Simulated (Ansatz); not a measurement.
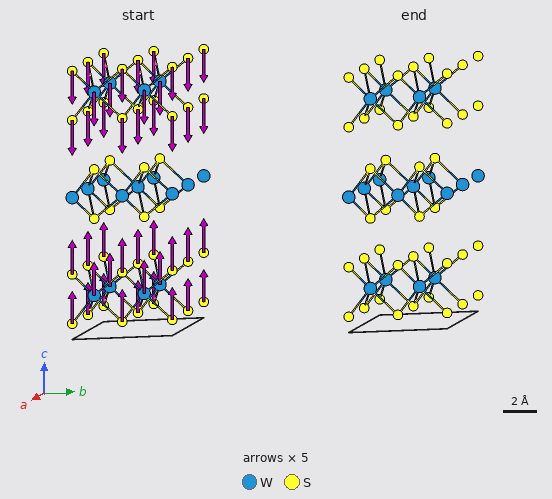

The structure of crystalline WS2 (set up in P3m1) before (left) and after (right) a relaxation, at one scale. The purple arrows give the displacements (the part carried along by the change of the cell is left out), 5 times their true length.

Style: ball-and-stick. Shown: the 2 × 2 repeat of the cell, outlined in the plane, without the vacuum, slightly off an axis.

The run lets cell and atoms move.

All numbers below come from Kohn-Sham DFT of a periodic cell, PBEsol with D4, Ansatz PAW (Ansatz).

Input
```yaml
crystal:
  lattice:
    - [3.1829541699, 0.0, 0.0]
    - [-1.591477085, 2.7565191702, 0.0]
    - [0.0, 0.0, 28.53221786]
  atoms:
    - { symbol: W, position: [0.6666666667, 0.3333333333, 0.43436168] }
    - { symbol: W, position: [0.6666666667, 0.3333333333, 0.88553378] }
    - { symbol: W, position: [0.0, 0.0, 0.65928643] }
    - { symbol: S, position: [0.6666666667, 0.3333333333, 0.60462521] }
    - { symbol: S, position: [0.0, 0.0, 0.37971025] }
    - { symbol: S, position: [0.0, 0.0, 0.83084828] }
    - { symbol: S, position: [0.6666666667, 0.3333333333, 0.71395221] }
    - { symbol: S, position: [0.0, 0.0, 0.48903042] }
    - { symbol: S, position: [0.0, 0.0, 0.94018573] }
hamiltonian:
  xc: pbesol
  pseudopotentials: { kind: paw }
  dispersion: d4
kpoints:
  mp_grid: { grid: [10, 10, 1] }
scf:
  occupations: { method: fermi_dirac, width: 0.05 }
output:
  forces: true
  stress: true
  eigenvalues: true
  write_density: true
  write_potential: true
  elf: true
  volumetric_format: npy
relax:
  f_tol: 0.01
  max_steps: 40
  cell: { stress_tol: 0.05 }
```

Launched with:
```bash
ansatz run input.yaml --threads 4 --pin off --max-ram 11264MiB --backend cpu --events-out ev --progress --plain --runs-dir out
```

### Summarise the run.

The energy falls by 19.3 meV per atom in 3 accepted moves (5 points after the start). The largest force component goes from 0.17 to 0.0013 eV/Å. The line search rejected the trial step at point 1 of the run. At 1 point the geometry stayed and the basis and grid were re-selected for the new cell (energy shift of 0.2 meV per atom at most each time). The atom that moves furthest relative to the cell and the layer's centre is an S atom (0.45 Å along the normal (−c)). By element the largest moves are S 0.45 Å, W 0.44 Å. In the plane the drawn cell goes a 6.366 → 6.256 Å (−1.7 %), b 6.366 → 6.256 Å (−1.7 %). Some distances before and after: W–W 3.183 → 3.128 Å, S–W 2.410 → 2.394 Å. Within 0.06 Å the space group is P-6m2 at the start and P-6m2 at the end; at a tighter tolerance small leftover displacements or strains of the cell lower it. At step 1 the optimiser overshot: the energy rose above the start, and later steps came back.
